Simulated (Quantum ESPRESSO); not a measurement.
Tm: band-structure run (part 3 of 3)

The same run, continued: Tm (P6₃/mmc, 4 atoms in the cell); Kohn-Sham DFT of a periodic cell, AM05, SSSP 1.3 efficiency PBE, spin-polarised (Quantum ESPRESSO 7.5); cutoff 748.31 eV, 6×6×2 k-mesh, fermi-dirac of 0.05 eV, collinear spins. The structure derives from a Materials Project entry.

Geometry of the input (Å; fractional positions):
```
3.5130  0.0000  0.0000
-1.7565  3.0423  0.0000
0.0000  0.0000  11.2475
Tm 0.6667  0.3333  0.7500
Tm 0.0000  0.0000  0.5000
Tm 0.3333  0.6667  0.2500
Tm 0.0000  0.0000  0.0000
```

Log, continued:
```
   -36.5851 -36.5626 -36.5577 -36.5351 -10.3083  -9.9690  -9.9683  -9.7122
    -9.7122  -9.6676  -9.6676  -9.6587  -9.6587  -9.6135  -9.6135  -9.6029
     7.9731   9.6015   9.6146  11.4221  13.1656  13.2097  13.2303  13.2332
    13.2332  13.2520  13.2524  13.2586  13.2681  13.2681  13.3056  13.3056
    13.3133  13.3133  13.3156  13.3296  13.3296  13.3602  13.3702  13.3702
    13.3804  13.3821  13.3874  13.3890  13.4028  13.4028  13.4413  13.4413
    14.5803  15.1076  15.1257  16.0167  16.0167  16.1229  16.1229  16.4741
    16.5972  16.5972  16.7714  16.7714  18.1564  18.1564  18.7545

          k = 0.0000 0.0000-0.1562 (  5582 PWs)   bands (ev):

   -36.5779 -36.5779 -36.5424 -36.5424 -10.2112 -10.2112  -9.7131  -9.7131
    -9.6981  -9.6981  -9.6981  -9.6981  -9.6280  -9.6280  -9.6280  -9.6280
     8.4274   8.4274  10.9043  10.9043  13.1876  13.1876  13.2169  13.2169
    13.2471  13.2471  13.2471  13.2471  13.2908  13.2908  13.3033  13.3033
    13.3033  13.3033  13.3170  13.3170  13.3684  13.3684  13.3684  13.3684
    13.3811  13.3811  13.3883  13.3883  13.4122  13.4122  13.4122  13.4122
    14.6005  14.6005  15.9920  15.9920  16.1892  16.1892  16.1892  16.1892
    16.4822  16.4822  16.4822  16.4822  18.5965  18.5965  18.5965

          k = 0.0000 0.1925 0.0000 (  5585 PWs)   bands (ev):

   -36.5752 -36.5557 -36.5507 -36.5311 -10.2505 -10.0017  -9.9985  -9.8302
    -9.7629  -9.7516  -9.7346  -9.7236  -9.6964  -9.6875  -9.6314  -9.6270
     8.6476  10.1798  10.1910  12.0648  13.1487  13.1835  13.2215  13.2285
    13.2308  13.2343  13.2394  13.2484  13.2638  13.2737  13.2916  13.2930
    13.3059  13.3158  13.3273  13.3275  13.3288  13.3346  13.3427  13.3474
    13.3552  13.3581  13.3779  13.3972  13.4046  13.4109  13.4334  13.4389
    14.1356  14.7215  14.9898  15.2285  15.5085  15.5931  16.5412  16.5681
    16.5986  17.1311  17.1985  17.2197  17.3910  17.4381  19.1322

          k = 0.0000 0.1925-0.1562 (  5568 PWs)   bands (ev):

   -36.5689 -36.5689 -36.5375 -36.5375 -10.1779 -10.1779  -9.8337  -9.8337
    -9.7890  -9.7890  -9.7343  -9.7343  -9.6639  -9.6639  -9.6491  -9.6491
     9.0672   9.0672  11.4976  11.4976  13.1566  13.1566  13.2105  13.2105
    13.2368  13.2368  13.2510  13.2510  13.2719  13.2719  13.3054  13.3054
    13.3103  13.3103  13.3199  13.3199  13.3292  13.3292  13.3333  13.3333
    13.3672  13.3672  13.3763  13.3763  13.4173  13.4173  13.4240  13.4240
    14.2576  14.2576  15.2275  15.2275  15.7799  15.7799  16.4110  16.4110
    16.7264  16.7264  16.9065  16.9065  18.1843  18.1844  18.3847

          k = 0.0000 0.3849 0.0000 (  5594 PWs)   bands (ev):

   -36.5538 -36.5418 -36.5369 -36.5248 -10.1720 -10.1674 -10.0755 -10.0460
   -10.0085  -9.8249  -9.8091  -9.7806  -9.7533  -9.7444  -9.6874  -9.6713
    10.2965  11.3054  11.3191  12.8066  13.0681  13.1404  13.2088  13.2100
    13.2265  13.2406  13.2436  13.2461  13.2529  13.2539  13.2550  13.2660
    13.2680  13.2794  13.2817  13.2917  13.2922  13.3070  13.3622  13.3753
    13.3886  13.3953  13.3983  13.3989  13.4211  13.4314  13.4617  13.5214
    13.5788  14.0923  14.3124  14.3422  15.1160  15.2628  15.9084  16.2174
    16.2621  17.4435  17.4975  18.5202  18.9440  19.1909  19.8066

          k = 0.0000 0.3849-0.1562 (  5588 PWs)   bands (ev):

   -36.5497 -36.5497 -36.5289 -36.5289 -10.1662 -10.1662 -10.0819 -10.0819
    -9.9109  -9.9109  -9.8028  -9.8028  -9.7143  -9.7143  -9.6941  -9.6941
    10.5696  10.5696  12.2635  12.2635  13.1281  13.1281  13.2107  13.2107
    13.2323  13.2323  13.2419  13.2419  13.2571  13.2571  13.2646  13.2646
    13.2681  13.2681  13.2812  13.2812  13.3058  13.3058  13.3521  13.3521
    13.3880  13.3880  13.3955  13.3955  13.4321  13.4321  13.4492  13.4492
    13.8042  13.8042  14.3927  14.3927  15.3184  15.3184  15.9419  15.9419
    16.5975  16.5975  18.4468  18.4468  18.9087  18.9087  19.4755

          k = 0.0000-0.5774 0.0000 (  5598 PWs)   bands (ev):

   -36.5409 -36.5348 -36.5299 -36.5238 -10.2747 -10.2555 -10.1528 -10.1254
    -9.9415  -9.8916  -9.8598  -9.7814  -9.7783  -9.7725  -9.7173  -9.6923
    11.4085  11.6699  12.2030  12.2178  13.1125  13.1831  13.1873  13.1973
    13.2185  13.2267  13.2279  13.2306  13.2314  13.2384  13.2457  13.2547
    13.2843  13.2847  13.2972  13.2983  13.3016  13.3310  13.3337  13.3987
    13.4105  13.4110  13.4135  13.4286  13.4294  13.4481  13.4523  13.4670
    13.5274  13.7002  13.7651  14.3743  15.0497  15.4240  15.8889  15.9430
    16.2686  17.5526  17.5657  20.2915  20.6951  20.7563  20.7988

          k = 0.0000-0.5774-0.1562 (  5600 PWs)   bands (ev):

   -36.5386 -36.5386 -36.5261 -36.5261 -10.2339 -10.2339 -10.1912 -10.1912
    -9.8813  -9.8813  -9.8358  -9.8358  -9.7622  -9.7622  -9.7172  -9.7172
    11.6444  11.6444  12.0368  12.0368  13.0937  13.0937  13.2157  13.2157
    13.2218  13.2218  13.2330  13.2330  13.2390  13.2390  13.2571  13.2571
    13.2623  13.2623  13.3132  13.3132  13.3309  13.3309  13.3601  13.3601
    13.4177  13.4177  13.4246  13.4246  13.4338  13.4338  13.4556  13.4556
    13.5828  13.5828  14.1396  14.1396  15.4820  15.4820  15.8760  15.8760
    16.3698  16.3698  19.3327  19.3327  20.5029  20.5032  20.7544

          k = 0.1667 0.2887 0.0000 (  5556 PWs)   bands (ev):

   -36.5595 -36.5453 -36.5403 -36.5260 -10.1517 -10.0954 -10.0844  -9.9638
    -9.9473  -9.8459  -9.7755  -9.7652  -9.7494  -9.7422  -9.7015  -9.6663
     9.8427  11.1027  11.1087  12.9145  13.0733  13.1324  13.2147  13.2187
    13.2226  13.2258  13.2313  13.2387  13.2454  13.2656  13.2661  13.2783
    13.2787  13.2817  13.2880  13.2916  13.2927  13.3480  13.3530  13.3566
    13.3673  13.3814  13.3849  13.3981  13.4176  13.4328  13.4550  13.5736
    13.7144  14.2429  14.4833  14.8114  14.8394  14.8631  16.1200  16.1995
    16.4773  16.8751  17.7093  17.8575  18.5675  18.6254  18.7114

          k = 0.1667 0.2887-0.1562 (  5584 PWs)   bands (ev):

   -36.5547 -36.5547 -36.5308 -36.5308 -10.1456 -10.1456  -9.9989  -9.9989
    -9.8997  -9.8997  -9.7903  -9.7903  -9.7346  -9.7346  -9.6752  -9.6752
    10.1775  10.1775  12.3040  12.3040  13.1109  13.1109  13.2098  13.2098
    13.2269  13.2269  13.2415  13.2415  13.2502  13.2502  13.2717  13.2717
    13.2807  13.2807  13.3078  13.3078  13.3084  13.3084  13.3368  13.3368
    13.3773  13.3773  13.3936  13.3936  13.4364  13.4364  13.4430  13.4430
    13.9924  13.9924  14.4866  14.4866  15.1456  15.1456  15.9415  15.9415
    16.9178  16.9178  17.6018  17.6018  18.3954  18.3954  19.3386

          k = 0.1667 0.4811 0.0000 (  5602 PWs)   bands (ev):

   -36.5410 -36.5348 -36.5299 -36.5238 -10.2127 -10.1931 -10.0977 -10.0803
   -10.0049  -9.9202  -9.8778  -9.8628  -9.7784  -9.7678  -9.7361  -9.7285
    11.5673  12.0141  12.1126  12.9521  12.9885  13.1526  13.1730  13.2081
    13.2204  13.2266  13.2284  13.2406  13.2441  13.2481  13.2531  13.2567
    13.2686  13.2803  13.2876  13.2973  13.3193  13.3247  13.3307  13.3717
    13.4091  13.4186  13.4257  13.4323  13.4459  13.4497  13.4678  13.5356
    13.6370  13.6886  14.1872  14.2867  14.8108  14.8394  15.3544  15.6213
    16.4229  17.0362  17.8959  19.0932  19.2916  19.6603  20.3304

          k = 0.1667 0.4811-0.1562 (  5592 PWs)   bands (ev):

   -36.5387 -36.5387 -36.5260 -36.5260 -10.1770 -10.1770 -10.1415 -10.1415
    -9.9262  -9.9262  -9.8559  -9.8559  -9.8111  -9.8111  -9.7185  -9.7185
    11.7135  11.7135  12.5219  12.5219  13.1232  13.1232  13.2072  13.2072
    13.2203  13.2203  13.2257  13.2257  13.2421  13.2421  13.2612  13.2612
    13.2747  13.2747  13.2972  13.2972  13.3179  13.3179  13.3476  13.3476
    13.4190  13.4190  13.4311  13.4311  13.4536  13.4536  13.4770  13.4770
    13.7763  13.7763  14.0396  14.0396  15.1147  15.1147  15.3388  15.3388
    16.6951  16.6951  18.3172  18.3172  19.4817  19.4817  20.6853

          k = 0.3333 0.5774 0.0000 (  5592 PWs)   bands (ev):

   -36.5313 -36.5313 -36.5264 -36.5264 -10.1595 -10.0959 -10.0959 -10.0787
   -10.0787 -10.0108  -9.9223  -9.9223  -9.8805  -9.7797  -9.7797  -9.7239
    12.8872  12.9077  12.9077  12.9332  12.9332  12.9735  13.1347  13.1347
    13.2214  13.2234  13.2303  13.2303  13.2391  13.2640  13.2640  13.2657
    13.2802  13.2802  13.2883  13.3140  13.3140  13.3178  13.3178  13.3382
    13.4262  13.4467  13.4467  13.4533  13.4533  13.4645  13.4694  13.6846
    13.6846  13.7553  13.7553  13.8009  14.4218  14.7485  14.7485  15.2707
    16.9709  16.9709  18.6890  18.6890  19.3209  19.6711  19.8262

          k = 0.3333 0.5774-0.1562 (  5610 PWs)   bands (ev):

   -36.5313 -36.5313 -36.5264 -36.5264 -10.1294 -10.1294 -10.1044 -10.1044
    -9.9983  -9.9983  -9.9786  -9.9786  -9.7829  -9.7829  -9.7703  -9.7703
    12.8516  12.8516  12.9248  12.9248  13.0155  13.0155  13.0941  13.0941
    13.2146  13.2146  13.2280  13.2280  13.2389  13.2389  13.2582  13.2582
    13.2826  13.2826  13.3063  13.3063  13.3230  13.3230  13.3553  13.3553
    13.4532  13.4532  13.4615  13.4615  13.5546  13.5546  13.5742  13.5742
    13.5930  13.5930  13.7108  13.7108  14.8161  14.8161  14.8564  14.8564
    17.1127  17.1127  18.1406  18.1406  19.8148  19.8210  19.8236

     the Fermi energy is    13.4479 ev

!    total energy              =   -3720.95577660 Ry
     total all-electron energy =     -3720.955777 Ry
     estimated scf accuracy    <          5.1E-11 Ry
     smearing contrib. (-TS)   =      -0.03088620 Ry
     internal energy E=F+TS    =   -3720.92489040 Ry

     The total energy is F=E-TS. E is the sum of the following terms:
     one-electron contribution =   -1229.22885272 Ry
     hartree contribution      =     577.44881498 Ry
     xc contribution           =    -140.81617736 Ry
     ewald contribution        =   -1040.14989562 Ry
     one-center paw contrib.   =   -1888.17877968 Ry

     total magnetization       =     4.05 Bohr mag/cell
     absolute magnetization    =     5.80 Bohr mag/cell

     convergence has been achieved in  42 iterations

     Forces acting on atoms (cartesian axes, Ry/au):

     atom    1 type  1   force =     0.00000000   -0.00000000    0.00000000
     atom    2 type  1   force =     0.00000000    0.00000000    0.00000000
     atom    3 type  1   force =    -0.00000000   -0.00000000   -0.00000000
     atom    4 type  1   force =     0.00000000    0.00000000   -0.00000000

     Total force =     0.000000     Total SCF correction =     0.000000

     Computing stress (Cartesian axis) and pressure

          total   stress  (Ry/bohr**3)                   (kbar)     P=        9.24
   0.00005422  -0.00000000  -0.00000000            7.98       -0.00       -0.00
  -0.00000000   0.00005422  -0.00000000           -0.00        7.98       -0.00
  -0.00000000  -0.00000000   0.00007997           -0.00       -0.00       11.76

=------------------------------------------------------------------------------=
   JOB DONE.
=------------------------------------------------------------------------------=
```

File pp_density.out:
```
This program is part of the open-source Quantum ESPRESSO suite
     for quantum simulation of materials; please cite
         "P. Giannozzi et al., J. Phys.:Condens. Matter 21 395502 (2009);
         "P. Giannozzi et al., J. Phys.:Condens. Matter 29 465901 (2017);
         "P. Giannozzi et al., J. Chem. Phys. 152 154105 (2020);
          URL
     in publications or presentations arising from this work. More details at

     ./tmp/pwscf.save/

     WARNING: libxc functional with ID  120 depends
      on external parameters: check the user_guide of
      QE if you need to modify them or to check their
      default values.

     WARNING: libxc functional with ID  135 depends
      on external parameters: check the user_guide of
      QE if you need to modify them or to check their
      default values.
     file Tm.paw.z_23.atompaw.wentzcovitch.v1.2.upf: wavefunction(s)  6S 0P 5D 0D 4F 0F renormalized

     IMPORTANT: XC functional enforced from input :
     Exchange-correlation= XC-000I-000I-120L-135L-000I-000I
                           (   0   0 120 135   0   0   0)
     Any further DFT definition will be discarded
     Please, verify this is what you really want

     G-vector sticks info
     --------------------
     sticks:   dense  smooth     PW     G-vecs:    dense   smooth      PW
     Sum        1345     673    199               126429    44777    7237

     Using Slab Decomposition

     Calling punch_plot, plot_num =   0
     Writing data to file  density.dat
     Reading data from file  density.dat

     Writing data to be plotted to file density.cube
     Plot Type: 3D                     Output format: Gaussian cube

=------------------------------------------------------------------------------=
   JOB DONE.
=------------------------------------------------------------------------------=
```

File pp_potential.out:
```
This program is part of the open-source Quantum ESPRESSO suite
     for quantum simulation of materials; please cite
         "P. Giannozzi et al., J. Phys.:Condens. Matter 21 395502 (2009);
         "P. Giannozzi et al., J. Phys.:Condens. Matter 29 465901 (2017);
         "P. Giannozzi et al., J. Chem. Phys. 152 154105 (2020);
          URL
     in publications or presentations arising from this work. More details at

     ./tmp/pwscf.save/

     WARNING: libxc functional with ID  120 depends
      on external parameters: check the user_guide of
      QE if you need to modify them or to check their
      default values.

     WARNING: libxc functional with ID  135 depends
      on external parameters: check the user_guide of
      QE if you need to modify them or to check their
      default values.
     file Tm.paw.z_23.atompaw.wentzcovitch.v1.2.upf: wavefunction(s)  6S 0P 5D 0D 4F 0F renormalized

     IMPORTANT: XC functional enforced from input :
     Exchange-correlation= XC-000I-000I-120L-135L-000I-000I
                           (   0   0 120 135   0   0   0)
     Any further DFT definition will be discarded
     Please, verify this is what you really want

     G-vector sticks info
     --------------------
     sticks:   dense  smooth     PW     G-vecs:    dense   smooth      PW
     Sum        1345     673    199               126429    44777    7237

     Using Slab Decomposition

     Calling punch_plot, plot_num =  11
     Writing data to file  potential.dat
     Reading data from file  potential.dat

     Writing data to be plotted to file potential.cube
     Plot Type: 3D                     Output format: Gaussian cube

=------------------------------------------------------------------------------=
   JOB DONE.
=------------------------------------------------------------------------------=
```

File pp_spin.out:
```
This program is part of the open-source Quantum ESPRESSO suite
     for quantum simulation of materials; please cite
         "P. Giannozzi et al., J. Phys.:Condens. Matter 21 395502 (2009);
         "P. Giannozzi et al., J. Phys.:Condens. Matter 29 465901 (2017);
         "P. Giannozzi et al., J. Chem. Phys. 152 154105 (2020);
          URL
     in publications or presentations arising from this work. More details at

     ./tmp/pwscf.save/

     WARNING: libxc functional with ID  120 depends
      on external parameters: check the user_guide of
      QE if you need to modify them or to check their
      default values.

     WARNING: libxc functional with ID  135 depends
      on external parameters: check the user_guide of
      QE if you need to modify them or to check their
      default values.
     file Tm.paw.z_23.atompaw.wentzcovitch.v1.2.upf: wavefunction(s)  6S 0P 5D 0D 4F 0F renormalized

     IMPORTANT: XC functional enforced from input :
     Exchange-correlation= XC-000I-000I-120L-135L-000I-000I
                           (   0   0 120 135   0   0   0)
     Any further DFT definition will be discarded
     Please, verify this is what you really want

     G-vector sticks info
     --------------------
     sticks:   dense  smooth     PW     G-vecs:    dense   smooth      PW
     Sum        1345     673    199               126429    44777    7237

     Using Slab Decomposition

     Calling punch_plot, plot_num =   6
     Writing data to file  spin.dat
     Reading data from file  spin.dat

     Writing data to be plotted to file spin.cube
     Plot Type: 3D                     Output format: Gaussian cube

=------------------------------------------------------------------------------=
   JOB DONE.
=------------------------------------------------------------------------------=
```

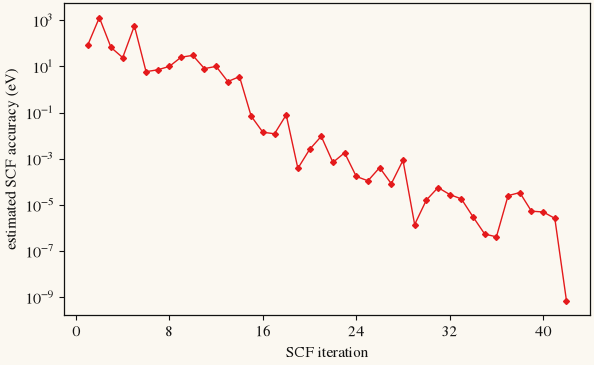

Convergence of the self-consistent field: estimated SCF accuracy against the iteration. The field takes 42 iterations in all.
